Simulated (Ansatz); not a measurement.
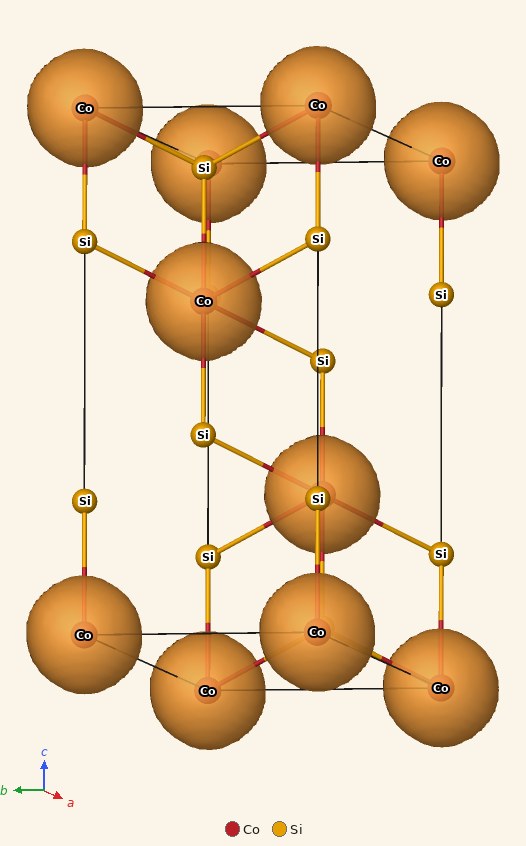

Figure. CoSi₂. Isosurface of the valence charge density (pseudo) at 0.6 e/Å³ (orange), seen at an oblique angle. Sticks mark near contacts.

Space group R-3m; a structure from a database of computed crystals, not necessarily the ambient phase; changed on purpose from its base cell (band edges of the strained film's bulk); computed pressure about −6 GPa in this cell; computed without spin polarisation.

Computed with Ansatz 0.2.0, DFT r2SCAN, scalar-relativistic, plane waves, PAW.

Input

```
crystal:
  lattice:
    - [3.8492742244, 2.6807e-06, 0.0059788128]
    - [-1.9246347906, 3.3335706049, -0.0059788128]
    - [-1.920004955, 1.1085153776, 3.0173031139]
  atoms:
    - { symbol: Co, position: [0.0, 0.0, 0.0] }
    - { symbol: Si, position: [0.7458816676, 0.2541183324, 0.2394197014] }
    - { symbol: Si, position: [0.2541183324, 0.7458816676, 0.7605802986] }
basis:
  ecutwfc: 500
kpoints:
  mp_grid: { grid: [9, 9, 12] }
hamiltonian:
  xc: r2scan
scf:
  occupations: { method: gaussian, width: 0.1 }
output:
  forces: true
  stress: true
  eigenvalues: true
  write_density: true
  write_potential: true
  elf: true
  volumetric_format: npy
```

Launched as:

```sh
ansatz run input.yaml --threads 8 --pin off --max-ram 20480MiB --backend cpu --events-out ev --progress --plain --runs-dir out
```

Below, planes, directions and counts refer to the conventional cell (a = 3.85 Å, b = 3.85 Å, c = 9.06 Å, α = 90.18°, β = 89.82°, γ = 120.00°).

> How is the density connected at this value?

At this value the density breaks into separate islands; it holds about 60 % of the electrons treated as valence (semicore included). It bridges none of the near contacts. It is pinched off along the shortest Co–Si (2.30 Å) and Co–Si (2.34 Å) contacts. On the grid the lowest density along these lines, outside the cores, is 0.48 e/Å³ (Co–Si, 2.30 Å) and 0.47 e/Å³ (Co–Si, 2.34 Å).

> Does the calculation give a band gap?

It is gapless in this calculation (a metal or semimetal).
